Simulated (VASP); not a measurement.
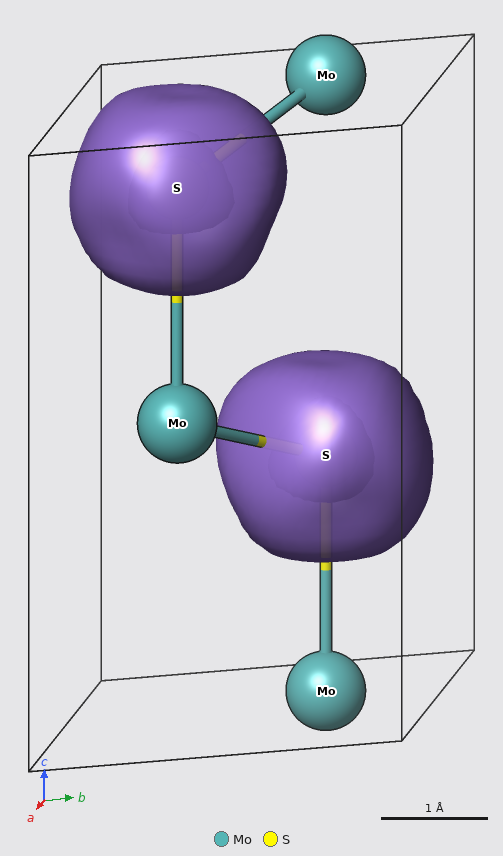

The picture shows: MoS. Isosurface of the electron localisation function at 0.7 (purple), seen slightly off an axis. Core shells and regions of very low density are left out. Sticks mark near contacts.

Space group P6₃mc; a generated structure, not necessarily the stable one; computed pressure about 6 GPa in this cell.

Method: Kohn-Sham DFT of a periodic cell, PBE, VASP PAW PBE potentials, recommended (VASP 6.6.1).

Core electrons are frozen (PAW), and the valence fields are smoothed inside the atomic spheres.

Question: Identify the bonds, lone pairs and shells in this picture.

Answer: At this value the surface marks out two regions wrapped around S (the valence shell of each), counted in one cell of 4 atoms. Any copies at cell faces, edges or corners count once. Along the contacts the grid gives the following. Mo–S (2.28 Å): the ELF peaks at about 0.85 in the valence shell of S, 0.7 Å from its nucleus, and is about 0.45 at the midpoint.
